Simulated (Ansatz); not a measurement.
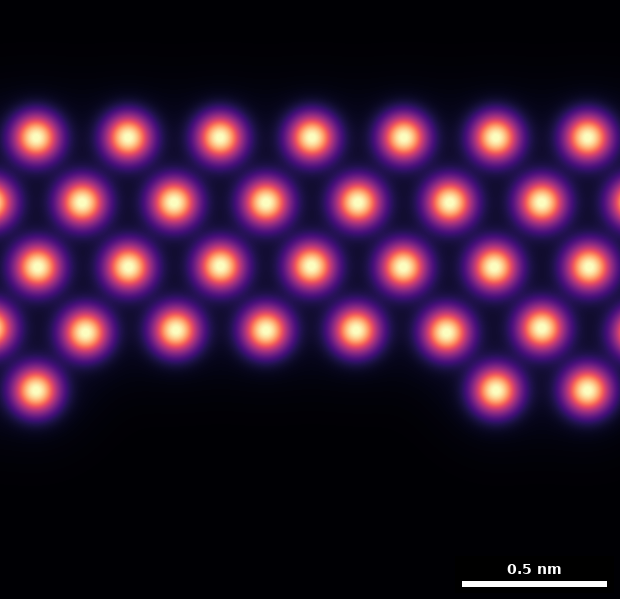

Cross-section of a slab, seen along a direction in its plane, the normal pointing up. Simulation: incoherent imaging, intensity Z^1.7 per atom, probe width 1.20 Å, thin sample. The probe carries 15 % of its weight in a tail 2.5 times as wide. The display is stretched by a gamma of 0.8; percentages refer to the linear signal. Atomic positions: the end point of a relaxation in a fixed cell with DFT PBE, scalar-relativistic, plane waves, PAW in Ansatz. The model holds Mg.

Question: How many atomic planes does the slab have, and what do they hold from top to bottom?

Answer: 5 planes (atoms within 0.35 Å in height count as one plane):

| plane | content | depth below the top plane (Å) |
| --- | --- | --- |
| 1 | Mg | 0.0 |
| 2 | Mg | 2.3 |
| 3 | Mg | 4.5 |
| 4 | Mg | 6.7 |
| 5 | Mg | 8.8 |

Question: How thick is it, and how does it end on either side?

Answer: The outermost planes are 8.8 Å apart. The upper face ends in Mg and the lower in Mg, so the sequence of planes is the same from both sides.

The model is a slab of composition Mg.
